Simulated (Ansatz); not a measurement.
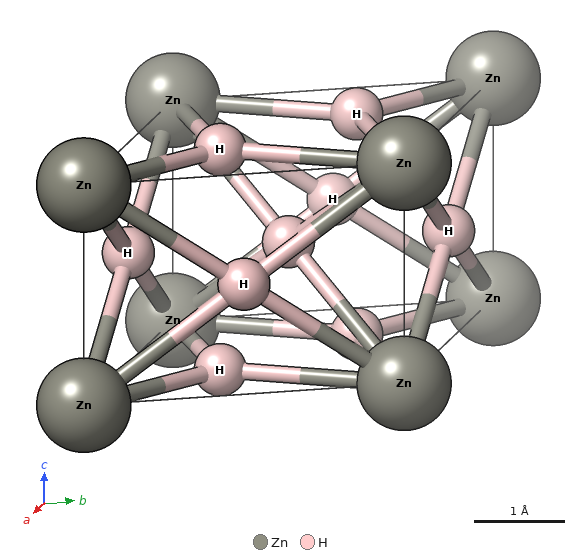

Starting structure of a crystal of ZnH₅ (a generated structure, set up in P6/mmm). Style: ball-and-stick. Shown: the cell of the calculation, slightly off an axis.

All numbers below come from DFT PBE, scalar-relativistic, plane waves, PAW in Ansatz.

Input
```yaml
crystal:
  lattice:
    - [3.7108582895, 0.0, 0.0]
    - [-1.8554291448, 3.2136975486, 0.0]
    - [0.0, 0.0, 2.5646360414]
  atoms:
    - { symbol: Zn, position: [0.0, 0.0, 0.0] }
    - { symbol: H, position: [0.5, 0.0, 0.5] }
    - { symbol: H, position: [0.5, 0.5, 0.5] }
    - { symbol: H, position: [0.0, 0.5, 0.5] }
    - { symbol: H, position: [0.3333333333, 0.6666666667, 0.0] }
    - { symbol: H, position: [0.6666666667, 0.3333333333, 0.0] }
basis:
  ecutwfc: 420
kpoints:
  mp_grid: { grid: [12, 12, 14] }
hamiltonian:
  xc: pbe
scf:
  occupations: { method: gaussian, width: 0.1 }
output:
  forces: true
  stress: true
  eigenvalues: true
  write_density: true
  write_potential: true
  elf: true
  volumetric_format: npy
relax:
  adjacent_minimum: "off"
  f_tol: 0.01
  max_steps: 80
  cell: { stress_tol: 0.05 }
```

Run as
```bash
ansatz run input.yaml --threads 1 --pin off --max-ram 2560MiB --backend cpu --events-out ev --progress --plain --runs-dir out
```

> What does the optimiser find from here?

No atom moves by more than 0.005 Å relative to the cell. The drawn cell changes as follows: a = b 3.711 → 3.759 Å (+1.3 %), c 2.565 → 2.512 Å (−2.1 %); the volume changes by +0.5 %. Among the contacts that change: Zn1–H5 2.142 → 2.170 Å, Zn1–H2 2.255 → 2.260 Å. The space group stays P6/mmm (No. 191). After 5 accepted moves (7 points after the start) the energy has fallen by 1.3 meV per atom. All forces vanish by symmetry, so only the cell relaxes. The pressure goes from 0.16 to 0.01 GPa. The line search rejected the trial step at point 2 of the run. The SCF was repeated once at an unchanged geometry on a basis and grid sized afresh for the cell, which shifted the energy by 0.1 meV per atom at most.

The structure at the end:

```
CELL_PARAMETERS angstrom
3.75890 0.00000 0.00000
-1.87945 3.25530 0.00000
0.00000 0.00000 2.51192
ATOMIC_POSITIONS crystal
Zn 0.00000 0.00000 0.00000
H 0.50000 0.00000 0.50000
H 0.50000 0.50000 0.50000
H 0.00000 0.50000 0.50000
H 0.33333 0.66667 0.00000
H 0.66667 0.33333 0.00000
```

After the run, drawn alike:

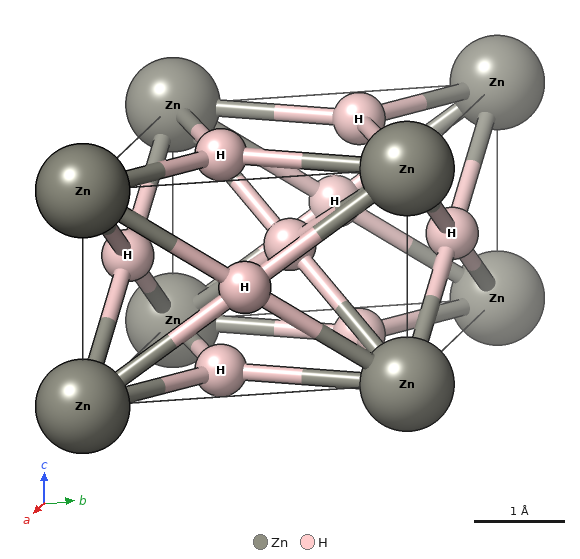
